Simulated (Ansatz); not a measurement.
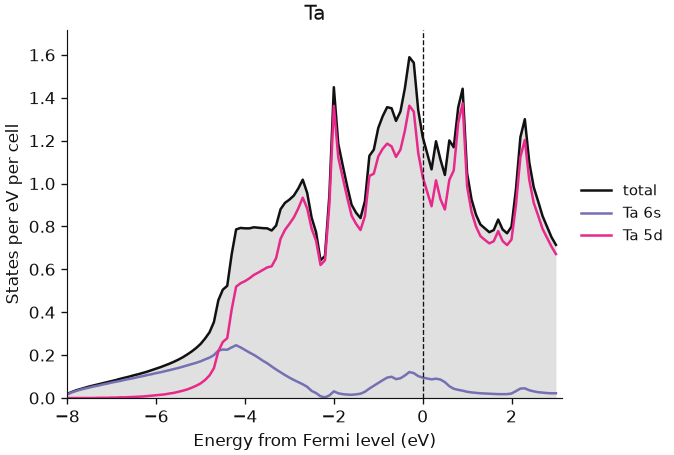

Density of states. Energies are counted from the Fermi level. The partial curves are projected on Löwdin-orthogonalised atomic shells.

Input of the run:

```
crystal:
  lattice:
    - [0.0, 2.1115096338, 2.1115096338]
    - [2.1115096338, 0.0, 2.1115096338]
    - [2.1115096338, 2.1115096338, 0.0]
  atoms:
    - { symbol: Ta, position: [0.0, 0.0, 0.0] }
basis:
  ecutwfc: 420
kpoints:
  mp_grid: { grid: [18, 18, 18] }
  band_path:
    path:
      - [[0.0, 0.0, 0.0], [0.5, 0.0, 0.5], [0.625, 0.25, 0.625]]
      - [[0.375, 0.375, 0.75], [0.0, 0.0, 0.0], [0.5, 0.5, 0.5], [0.5, 0.25, 0.75], [0.5, 0.0, 0.5]]
    npoints: 14
hamiltonian:
  xc: pbesol
scf:
  occupations: { method: gaussian, width: 0.1 }
  n_extra_bands: 6
output:
  forces: true
  stress: true
  eigenvalues: true
  populations: true
  dos: { projected: true, de: 0.02, nscf_kmesh: { grid: [27, 27, 27] } }
  bader: true
  write_density: true
  write_potential: true
  elf: true
  volumetric_format: npy
```

Command:
```bash
ansatz run input.yaml --threads 1 --pin off --max-ram 2560MiB --backend cpu --events-out ev --progress --plain --runs-dir out
```

What is the density of states at the Fermi level?

It is a metal. The density of states at the Fermi level is about 1.3 per eV and cell (mean within 0.25 eV).

What carries the states at the Fermi level?

By projected weight, the states within 0.3 eV of the Fermi level are Ta 5d almost alone.

The cell is at −6 GPa in this functional. Spin-orbit coupling is left out, which matters for Ta. The run has no spin polarisation, and a density of states this high at the Fermi level may favour a magnetic state.
